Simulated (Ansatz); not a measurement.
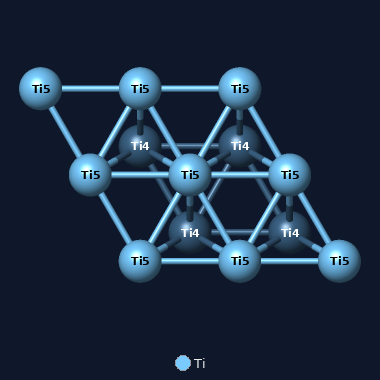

The system is H on a Ti(001) slab cut from the P6_3/mmc phase, its upper half relaxed before the scan (5 atoms of substrate and one adsorbate in a 1 × 1 cell); the picture shows it without the atoms that are moved over the map. 
- H is moved over the surface cell; relaxed at each place: the height of the adsorbate's atoms; substrate rigid; the origin of the map has the adsorbate above Ti5.
- Places are given modulo a cell vector. The map is drawn in real space over the plane of the surface.
- The scan uses a 6 × 6 grid; 10 points were computed and 26 follow by symmetry.
- Energies are in eV, from the lowest grid point.
- With one adsorbate in each 1 × 1 cell, its nearest image is 2.9 Å away, so neighbouring adsorbates interact.
- These are results of DFT PBE, scalar-relativistic, plane waves, PAW in Ansatz, not measurements. Settings: cutoff 420 eV, k-mesh 9×9×1, gaussian smearing 0.1 eV, no spin polarisation.

Range: position of H6 along the first surface vector from 0.000 to 0.833; position of H6 along the second surface vector from 0.000 to 0.833.

**What landscape does the calculation give?**

The lowest grid point is at a threefold hollow, (2/6, 4/6) of the cell vectors. A higher local minimum lies near a threefold hollow over a second-layer Ti atom, (4/6, 2/6) of the cell vectors (0.0015 eV above the lowest at that grid point). The highest grid point, the top site over a surface Ti atom, (0/6, 0/6) of the cell vectors, lies 1.78 eV above the lowest. On the interpolated surface the easiest way out of the lowest well to a well of about the same depth near a threefold hollow over a second-layer Ti atom, (4/6, 2/6) of the cell vectors passes a barrier of about 0.35 eV. At the lowest point the adsorbate has 3 Ti at 1.98 Å as nearest neighbours, at the highest 1 Ti at 1.77 Å. Its relaxed height above the top atom is 1.02 Å at the lowest and 1.77 Å at the highest point.

```
second ↓, first →   0/6   1/6   2/6   3/6   4/6   5/6
              5/6  1.46  0.98  0.34  0.34  0.98  1.46
              4/6  0.84  0.34  0.00  0.34  0.84  1.01
              3/6  0.35  0.34  0.34  0.35  0.36  0.36
              2/6  0.84  0.98  0.84  0.36  0.00  0.36
              1/6  1.46  1.46  1.01  0.36  0.36  1.01
              0/6  1.78  1.46  0.84  0.35  0.84  1.46
```

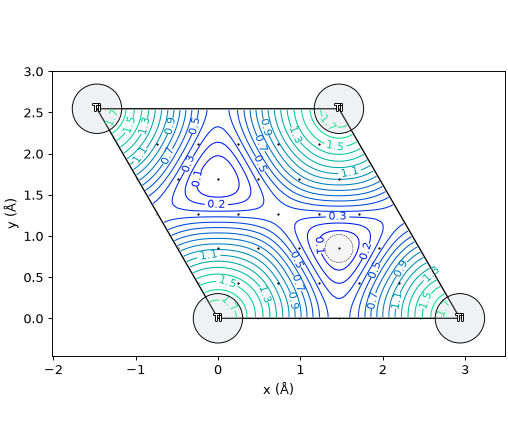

The picture shows contour lines labelled in eV, dots at the grid points, labelled circles for the atoms of the top layer and small ones for the second layer, the outline of one cell of the plane. Between grid points the surface is interpolated.

The whole map (10 points run) took 9.8 min on 1 thread of Arm Neoverse V2 (shared host).

PAW datasets: the set soft_1.
